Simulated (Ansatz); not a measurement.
KBr

Space group Pm-3m. The cell comes from a database of computed structures, not from a measurement.

Input file:

```
crystal:
  lattice:
    - [4.043499, 0.0, 0.0]
    - [0.0, 4.043499, 0.0]
    - [0.0, 0.0, 4.043499]
  atoms:
    - { symbol: K, position: [0.0, 0.0, 0.0] }
    - { symbol: Br, position: [0.5, 0.5, 0.5] }
basis:
  ecutwfc: 420
  fft_grid_basis: typed
kpoints:
  mp_grid: { grid: [8, 8, 8] }
hamiltonian:
  xc: pbe
  pseudopotentials: { kind: paw }
scf:
  occupations: { method: gaussian, width: 0.05 }
output:
  forces: true
  stress: true
  eigenvalues: true
  bader: true
  write_density: true
  volumetric_format: npy
  elf: true
```

Command:

```sh
ansatz run input.yaml --threads 1 --pin off --max-ram 2560MiB --backend cpu --events-out ev --progress --plain --runs-dir out
```

The picture shows the conventional cell (a = 4.04 Å, b = 4.04 Å, c = 4.04 Å, α = 90.00°, β = 90.00°, γ = 90.00°).

These are results of Ansatz 0.2.0, DFT PBE, scalar-relativistic, plane waves, PAW, not measurements.

Q: How does the converged density differ from a superposition of free atoms?

A: Br–K (3.50 Å): Δρ is about zero at the midpoint, so little or no bond charge builds up halfway.
- Over the whole cell, outside the masked cores, the largest gain, 0.03 e/Å³, lies 1.0 Å from a bromine nucleus, and the largest loss, 0.015 e/Å³, lies 1.8 Å from a potassium nucleus.
- The rearranged charge, half the integral of |Δρ|, is about 0.16 e an atom.
- Bader charges: K +0.83 and Br −0.83 e.

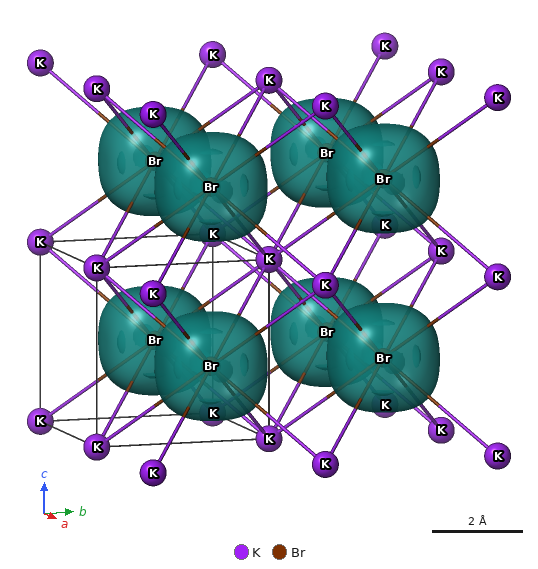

Computed deformation density: teal surfaces at +0.02, none at −0.02 e/Å³, in the conventional cell, repeated, seen slightly off an axis (the regions close to the nuclei are left out).

Cores are masked to 1.0 Å (K) and 0.8 Å (Br).

Core electrons are frozen (PAW), so the fields are smoothed inside the atomic spheres.

Cost of the run: 13 s on 1 thread of Arm Neoverse N1, with other jobs on the host, peak memory 0.31 GiB.
